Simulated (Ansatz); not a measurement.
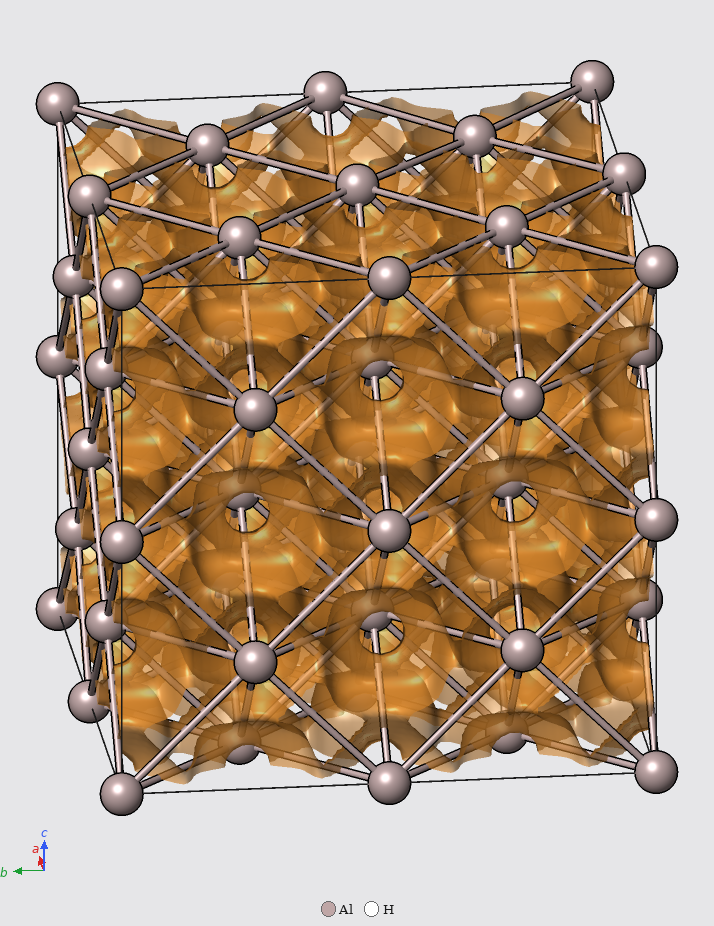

Figure. Al32H (cell with a defect). Isosurface of the ELF at 0.55 (orange), seen at an oblique angle. Only the valence region is drawn (cores and ρ < 0.01 e/Å³ removed). Sticks mark near contacts.

Computed without spin polarisation; PAW files of the earlier set (soft_1).

Method: Ansatz 0.2.0, DFT PBE, scalar-relativistic, plane waves, PAW.

```
Al H
1.0
     8.10000    0.00000    0.00000
     0.00000    8.10000    0.00000
     0.00000    0.00000    8.10000
Al H
32 1
Direct
  0.50038 0.00036 0.00037
  0.74988 0.24992 0.99433
  0.74988 0.99430 0.24990
  0.99968 0.00038 0.00038
  0.25005 0.25000 0.99870
  0.50039 0.49967 0.00038
  0.75000 0.75003 0.99871
  0.25005 0.99870 0.25000
  0.49436 0.24992 0.24990
  0.74987 0.50598 0.24989
  0.50039 0.00038 0.49968
  0.74987 0.24992 0.50603
  0.75000 0.99871 0.75004
  0.99968 0.49967 0.00036
  0.25002 0.75001 0.99916
  0.00609 0.24991 0.24989
  0.25003 0.50127 0.24999
  0.49870 0.75003 0.25000
  0.99969 0.00035 0.49968
  0.25003 0.24999 0.50126
  0.50038 0.49967 0.49967
  0.74999 0.75002 0.50126
  0.25002 0.99916 0.75002
  0.49870 0.25000 0.75004
  0.74999 0.50126 0.75002
  0.00125 0.75002 0.24999
  0.99971 0.49971 0.49971
  0.25003 0.75002 0.50088
  0.00125 0.24999 0.75002
  0.25003 0.50087 0.75002
  0.49917 0.75001 0.75002
  0.00088 0.75002 0.75003
  0.75401 0.25256 0.25330
```

> What do the ELF domains correspond to?

The ELF exceeds this value in one region around a hydrogen nucleus and one network that runs through the whole crystal, counted in one cell of 33 atoms. Regions shared between cells count once.

Values along the shortest contacts:
Al–H (2.04 Å): the ELF climbs to about 1 towards the hydrogen. Al–Al (2.84 Å): the ELF peaks at about 0.65 between the atoms.
